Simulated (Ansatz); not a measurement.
# Calculations on Be$_{16}$H

Part 1: Relaxation

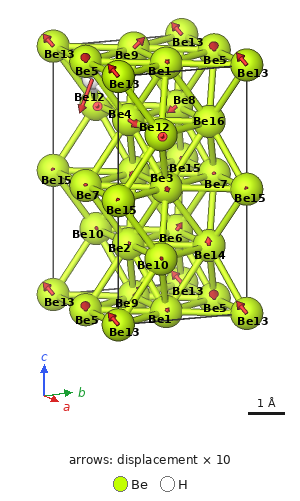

A relaxation of a defect cell of composition Be$_{16}$H. The starting structure is drawn; red arrows show the displacements, 10 times their true length.

Style: ball-and-stick. Shown: the cell of the calculation, slightly off an axis.

It is an interstitial H in hcp Be. The run prepares an end point of a later path (interstitial hop) calculation, from a guessed geometry.

All numbers below come from Ansatz, DFT PBE, scalar-relativistic, plane waves, PAW. Settings: plane-wave cutoff 420 eV; k-point mesh 5 × 5 × 3; occupations fermi dirac; smearing width 0.15 eV; no spin polarisation; atoms relaxed in a fixed cell; force threshold 0.03 eV/Å; at most 60 steps.

Question: Which element moves most?

Answer: Hydrogen: up to 0.11 Å, against 0.05 Å for beryllium.

Question: Describe the change and its energy.

Answer: The largest move is that of the H atom, 0.11 Å along [1 −3 −3]. Largest moves by element: H 0.11 Å, Be 0.05 Å. The cell doesn't change. Near-neighbour distances that change, for instance: Be–H 1.500 → 1.638 Å, Be–H 1.550 → 1.643 Å, Be–Be 2.229 → 2.297 Å, Be–Be 2.290 → 2.356 Å. Bond angles that change, for instance: Be–H–Be 97.3° → 91.7°. After 3 accepted moves (4 points after the start) the energy has fallen by 0.103 eV per cell of the calculation. Largest force component: 0.53 eV/Å at the start, 0.0061 eV/Å at the end. 1 step only repeated the SCF at the same geometry.

Limits of the set-up: the periodic images lie only 4.0 Å apart, so the values are limited by the cell's size.

Part 2: Relaxation

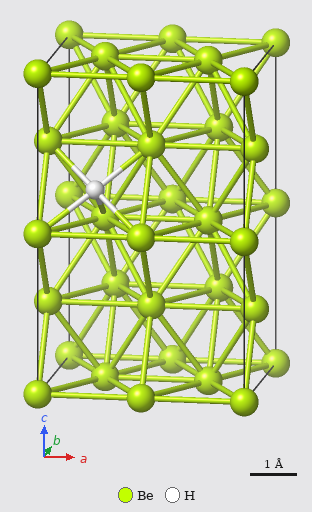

This is the input geometry for a relaxation of a defect cell of composition Be16H. Style: ball-and-stick. Shown: the cell of the calculation, slightly off an axis.

It is an interstitial H in hcp Be. The run prepares an end point of a later path (interstitial hop) calculation, from a guessed geometry.

Method: DFT PBE, scalar-relativistic, plane waves, PAW (Ansatz).

The input:
```yaml
crystal:
  lattice:
    - [-2.29, -3.966396, 0.0]
    - [3.435, -1.983198, 0.0]
    - [0.0, 0.0, 7.17686]
  atoms:
    - { symbol: Be, position: [0.75000007, 0.50000004, 0.0] }
    - { symbol: Be, position: [0.50000004, 0.33333336, 0.25] }
    - { symbol: Be, position: [0.75000007, 0.50000004, 0.5] }
    - { symbol: Be, position: [0.50000004, 0.33333336, 0.75] }
    - { symbol: Be, position: [0.50000003, 2.0e-08, 0.0] }
    - { symbol: Be, position: [0.25000004, 0.83333336, 0.25] }
    - { symbol: Be, position: [0.50000003, 2.0e-08, 0.5] }
    - { symbol: Be, position: [0.25000004, 0.83333336, 0.75] }
    - { symbol: Be, position: [0.25000003, 0.50000002, 0.0] }
    - { symbol: Be, position: [1.0e-08, 0.33333334, 0.25] }
    - { symbol: Be, position: [0.25000003, 0.50000002, 0.5] }
    - { symbol: Be, position: [1.0e-08, 0.33333334, 0.75] }
    - { symbol: Be, position: [0.0, 0.0, 0.0] }
    - { symbol: Be, position: [0.75000008, 0.83333338, 0.25] }
    - { symbol: Be, position: [0.0, 0.0, 0.5] }
    - { symbol: Be, position: [0.75000008, 0.83333338, 0.75] }
    - { symbol: H, position: [0.25316217, 0.15956659, 0.62391299] }
basis:
  ecutwfc: 420.0
kpoints:
  mp_grid: { grid: [5, 5, 3] }
hamiltonian:
  xc: pbe
scf:
  occupations: { method: fermi_dirac, width: 0.15 }
  lower_state_search: "off"
relax:
  f_tol: 0.03
  max_steps: 60
  adjacent_minimum: "off"
```

Launched with:
```bash
ansatz run input.yaml --threads 1 --pin off --max-ram 3072MiB --backend cpu --events-out ev --progress --plain --runs-dir out
```

Predict the outcome.

Answer. The largest move is that of Be7, 0.049 Å roughly along [2 −2 −1]. Largest moves by element: Be 0.049 Å, H 0.031 Å. The cell doesn't change. Some distances before and after: Be7–H17 1.571 → 1.645 Å, Be12–Be15 2.229 → 2.296 Å, Be4–Be12 2.290 → 2.356 Å, Be4–Be12 (another image) 2.290 → 2.224 Å. The energy falls by 78.6 meV per cell of the calculation in 4 geometry steps. The largest force component goes from 0.49 to 0.0019 eV/Å. Cost: 42 s on 1 thread of Arm Neoverse V2, on a shared host, peak memory 0.4 GiB.

History of the run:

```json
{"step": "0", "E − E(0), meV/atom": "0.00", "largest force component, eV/Å": "0.4934"}
{"step": "1", "E − E(0), meV/atom": "-3.49", "largest force component, eV/Å": "0.2338"}
{"step": "2", "E − E(0), meV/atom": "-4.60", "largest force component, eV/Å": "0.0369"}
{"step": "3", "E − E(0), meV/atom": "-4.60", "largest force component, eV/Å": "0.0303"}
{"step": "4", "E − E(0), meV/atom": "-4.62", "largest force component, eV/Å": "0.0019"}
```

The structure at the end:

```xyz
17
Lattice="-2.2900 -3.9664 0.0000 3.4350 -1.9832 0.0000 0.0000 0.0000 7.1769" Properties=species:S:1:pos:R:3 pbc="T T T"
Be    0.0042   -3.9698    0.0213
Be    0.0008   -2.6482    1.7965
Be    0.0036   -3.9694    3.5833
Be    0.0002   -2.6834    5.4083
Be    2.2832   -3.9659    7.1737
Be    2.3020   -2.6522    1.7765
Be    2.2533   -3.9844    3.5618
Be    2.2599   -2.6278    5.4057
Be    1.1292   -1.9750    0.0169
Be   -1.1421   -4.6276    1.7964
Be    1.1712   -1.9993    3.5643
Be   -1.1119   -4.6095    5.4083
Be    1.1404   -5.9454    7.1737
Be    1.1370   -4.6239    1.7719
Be    1.1414   -5.9103    3.5618
Be    1.1380   -4.6244    5.3870
H    -0.0020   -1.3219    4.4852
```

Limits of the set-up: the periodic images lie only 4.0 Å apart, so the values are limited by the cell's size.

Part 3: Path

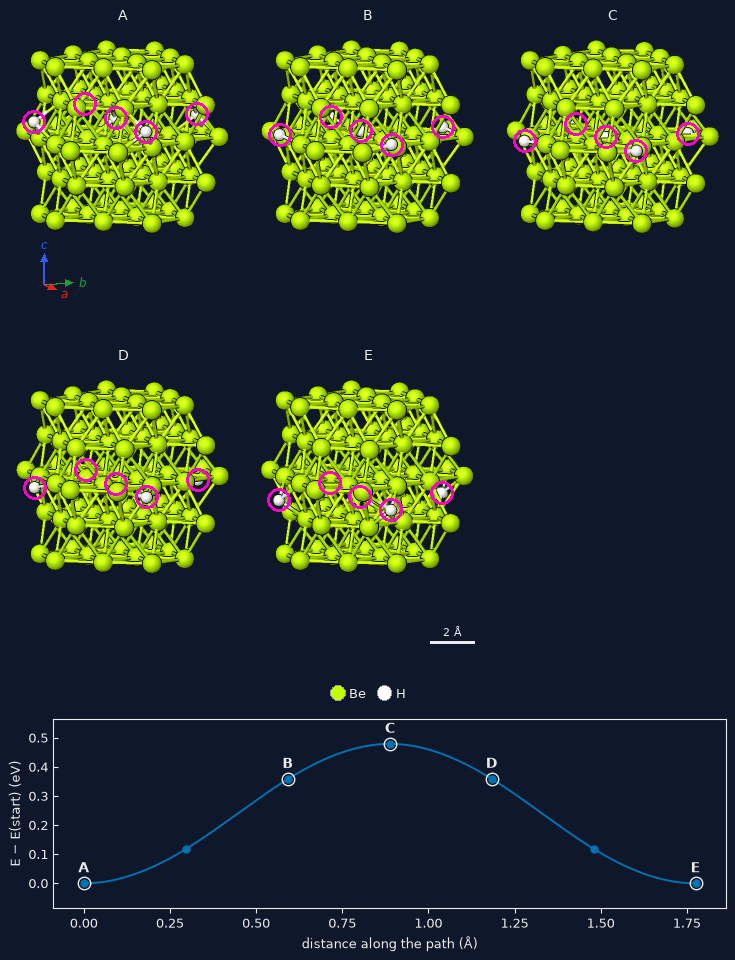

A search for the minimum-energy path of Be with an interstitial H (17 atoms in the cell) by the nudged elastic band. Images are numbered from 0 (start) to 6 (end). Frames A to E are images 0, 2, 3, 4, 6. The picture is a ball-and-stick view of the atoms within 5.1 Å of the middle of the path, seen slightly off an axis. The moving atom is ringed, with any periodic copies. Bonds to atoms that aren't drawn are left out.

These are results of DFT PBE, scalar-relativistic, plane waves, PAW in Ansatz 0.2.0, not measurements.

Input
```yaml
crystal:
  lattice:
    - [-2.29, -3.966396, 0.0]
    - [3.435, -1.983198, 0.0]
    - [0.0, 0.0, 7.17686]
  atoms:
    - { symbol: Be, position: [0.74968112, 0.50249485, 0.00145178] }
    - { symbol: Be, position: [0.50024345, 0.33532571, 0.25044473] }
    - { symbol: Be, position: [0.74971047, 0.50221735, 0.49776999] }
    - { symbol: Be, position: [0.5069572, 0.33929316, 0.74719486] }
    - { symbol: Be, position: [0.50703733, -0.00427259, 0.00443669] }
    - { symbol: Be, position: [0.2497123, 0.83827887, 0.25319441] }
    - { symbol: Be, position: [0.50022378, -0.00060409, 0.50117812] }
    - { symbol: Be, position: [0.24984847, 0.82582614, 0.74748444] }
    - { symbol: Be, position: [0.24992343, 0.50909892, 0.00418428] }
    - { symbol: Be, position: [-0.00072457, 0.33530197, 0.25042786] }
    - { symbol: Be, position: [0.24975051, 0.49639998, 0.49845457] }
    - { symbol: Be, position: [-0.0075169, 0.33960024, 0.74716256] }
    - { symbol: Be, position: [-0.00751299, -0.00460935, 0.00447503] }
    - { symbol: Be, position: [0.74968488, 0.83247244, 0.2537946] }
    - { symbol: Be, position: [-0.00070528, -0.00058913, 0.50119987] }
    - { symbol: Be, position: [0.74964267, 0.83254259, 0.75012075] }
    - { symbol: H, position: [0.24924354, 0.16743385, 0.87596136] }
basis:
  ecutwfc: 420.0
kpoints:
  mp_grid: { grid: [5, 5, 3] }
hamiltonian:
  xc: pbe
scf:
  occupations: { method: fermi_dirac, width: 0.15 }
  lower_state_search: "off"
neb:
  images: 5
  f_tol: 0.05
  initial_path: idpp
  max_iterations: 26
  final_atoms:
    - { symbol: Be, position: [0.75018737, 0.50134696, 0.00297029] }
    - { symbol: Be, position: [0.50066313, 0.33400252, 0.25031615] }
    - { symbol: Be, position: [0.75018754, 0.50116118, 0.49927968] }
    - { symbol: Be, position: [0.50738162, 0.33830401, 0.75357699] }
    - { symbol: Be, position: [0.50065366, -0.00153431, -0.00044291] }
    - { symbol: Be, position: [0.25019085, 0.83695115, 0.24753427] }
    - { symbol: Be, position: [0.50741127, -0.0057376, 0.49629487] }
    - { symbol: Be, position: [0.25018208, 0.82469037, 0.75321164] }
    - { symbol: Be, position: [0.25018631, 0.49551377, 0.00235228] }
    - { symbol: Be, position: [-0.00028934, 0.33399226, 0.25030917] }
    - { symbol: Be, position: [0.25018067, 0.50774387, 0.49664248] }
    - { symbol: Be, position: [-0.00700762, 0.3382959, 0.75357663] }
    - { symbol: Be, position: [-0.00028414, -0.00153124, -0.00044096] }
    - { symbol: Be, position: [0.75019081, 0.83114023, 0.24689571] }
    - { symbol: Be, position: [-0.00702556, -0.00573777, 0.49628803] }
    - { symbol: Be, position: [0.75018447, 0.83143053, 0.75060114] }
    - { symbol: H, position: [0.25016963, 0.16620181, 0.62494752] }
  order_check: true
```

Command:
```bash
ansatz run input.yaml --threads 1 --pin off --max-ram 3072MiB --backend cpu --events-out ev --progress --plain --runs-dir out
```

### Describe the mechanism and the energy profile.

The two ends have the same energy, and the highest point, image 3, lies 0.48 eV above the start. The H atom travels furthest, 1.80 Å from end to end, along −c, on a straight line. At the highest image its nearest neighbour (Be) is 1.39 Å away, against 1.64 Å at the start, and the surrounding atoms stand up to 0.05 Å off the mean of their end positions. The band converged in 9 iterations. The largest component of the band force went from 1.3 to 0.035 eV/Å. The climbing image converged on the top of the path. A check of its curvatures found one unstable direction (−3 eV/Å²), as a transition state must have.

Limits of the set-up: the periodic images lie only 4.0 Å apart, so the values are limited by the cell's size.

Cost: 14 min on 1 thread of Arm Neoverse V2, on a shared host, peak memory 0.77 GiB.
